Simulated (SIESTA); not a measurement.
**Energy of V along an even scaling of the cell**

System: V (1 atom in the cell).
Method: Kohn-Sham DFT of a periodic cell, PBE, PseudoDojo 0.4 standard, converted to PSML, spin-polarised (SIESTA 5.4.2).

The 7 runs differ only in the geometry, by an even scaling of the cell at fixed fractional positions. The structure derives from an entry of the Crystallography Open Database.

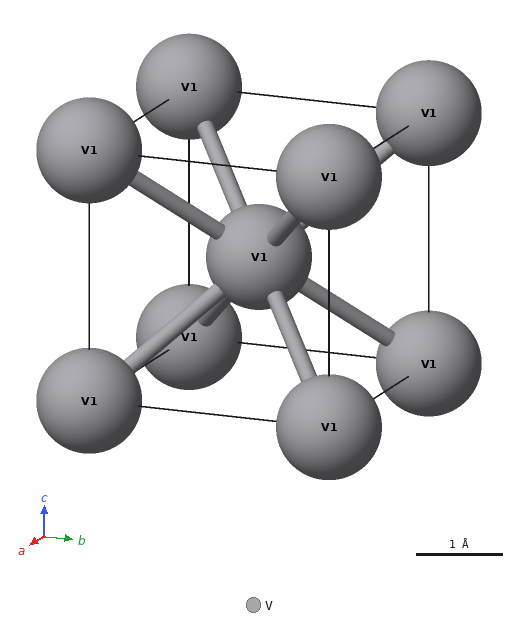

Figure 1. The structure of run 4 (ball-and-stick view of the cell 2 times as large as that of the calculation, set on its symmetry axes, seen slightly off an axis; atoms are numbered from 1 in the order of the input).

## Input of run 4
```
SystemName                      V
SystemLabel                     V
NumberOfSpecies                 1
NumberOfAtoms                   1
%block ChemicalSpeciesLabel
  1  23 V
%endblock ChemicalSpeciesLabel
%include structure.fdf

%block kgrid.MonkhorstPack
   12   0   0  0.0
    0  12   0  0.0
    0   0  12  0.0
%endblock kgrid.MonkhorstPack
XC.Functional                   GGA
XC.Authors                      PBE
PAO.BasisSize                   DZP
PAO.EnergyShift                 0.002 Ry
Mesh.Cutoff                     800 Ry
Spin                            polarized
%block DM.InitSpin
    1   2.000
%endblock DM.InitSpin
OccupationFunction              FD
ElectronicTemperature           0.05 eV
MaxSCFIterations                200
SCF.MustConverge                false
SCF.Mixer.Method                Pulay
SCF.Mixer.Weight                0.1
SCF.Mixer.History               10
SCF.DM.Tolerance                5.0e-05
SCF.H.Tolerance                 1.0e-03 eV
WriteForces                     true
Charge.Mulliken                 end
Charge.Hirshfeld                end
Charge.Voronoi                  end
SaveRho                         true
SaveElectrostaticPotential      true
```

## File structure.fdf of run 4
```
LatticeConstant                 1.0 Ang
%block LatticeVectors
    -1.5143500000     1.5143500000     1.5143500000
     1.5143500000    -1.5143500000     1.5143500000
     1.5143500000     1.5143500000    -1.5143500000
%endblock LatticeVectors
AtomicCoordinatesFormat         Fractional
%block AtomicCoordinatesAndAtomicSpecies
     0.0000000000     0.0000000000     0.0000000000  1  V
%endblock AtomicCoordinatesAndAtomicSpecies
```

Command:
```bash
siesta < V.fdf > V.out 2>&1
```

Run 3 has the same physical settings and fractional positions; its lattice vectors (Å) are:
```
  -1.504186    1.504186    1.504186
   1.504186   -1.504186    1.504186
   1.504186    1.504186   -1.504186
```

## Results, with one run withheld

```tsv
run	volume per atom (Å³)	free energy per atom, from the lowest run given (meV)	pressure (GPa)
1	13.058	8.17	6.78
2	13.336	0.00	2.66
3	13.613	?	?
4	13.891	4.43	−5.05
5	14.169	15.88	−8.16
6	14.447	32.54	−11.01
7	14.725	53.88	−13.63
```

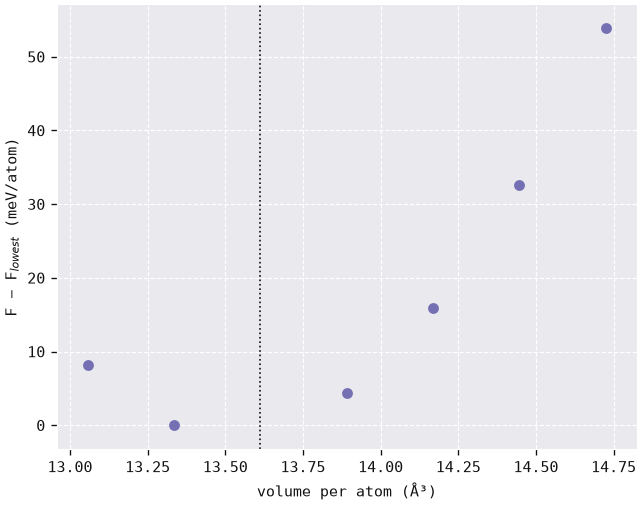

Figure 2. Free energy per atom of the runs given; the dotted line marks run 3.

Fit the runs given and predict run 3.

A cubic polynomial in V^(−2/3) (the Birch–Murnaghan form), fitted to the 6 runs given, misses them by at most 0.06 meV per atom. With x = V^(−2/3) − 0.17284 Å⁻², it reads F = 5.2989 − 3946.7 x + 5.7575e+05 x² + 2.8604e+05 x³ (meV per atom). At run 3 it gives −1.03 meV per atom, and the run itself gives −1.19. The slope of the fit gives a pressure −dF/dV of −1.37 GPa there, and the run prints −1.35 GPa. The fit has its minimum at 13.514 Å³ per atom, where V d²F/dV² gives 189 GPa: the bulk modulus at this level, since symmetry fixes the shape and the positions.

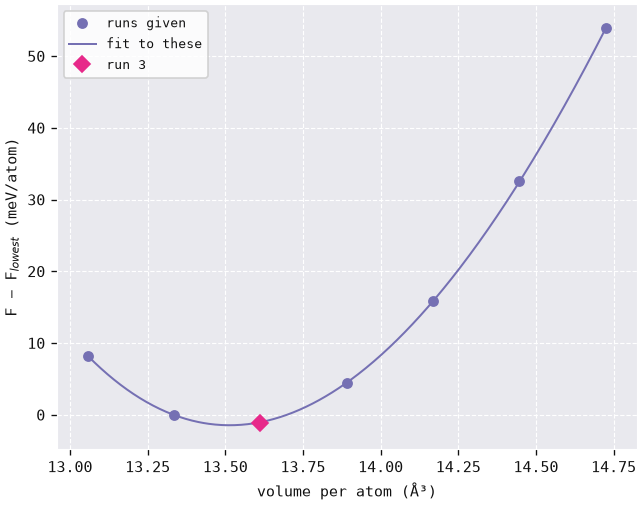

Figure 3. The fit and the withheld run.

## Some lines of the output (run 3)
```
[...]
outcell: Cell volume (Ang**3)        :     13.6133
stepf: Fermi-Dirac step function
siesta: Etot    =     -2007.512824
siesta: FreeEng =     -2007.524317
        iscf     Eharris(eV)        E_KS(eV)     FreeEng(eV)     dDmax    Ef(eV) dHmax(eV)
siesta: E_KS(eV) =            -2008.2316
siesta: E_KS - E_eggbox =     -2008.2316
siesta: Etot    =     -2008.231550
siesta: FreeEng =     -2008.249220
siesta:         Fermi =      -8.653900
siesta: Cell volume =         13.613345 Ang**3
    Orbital volume contribution        =           1.498011 eV
```

Notes: With a small basis of atomic orbitals these values can differ much from converged plane-wave results.
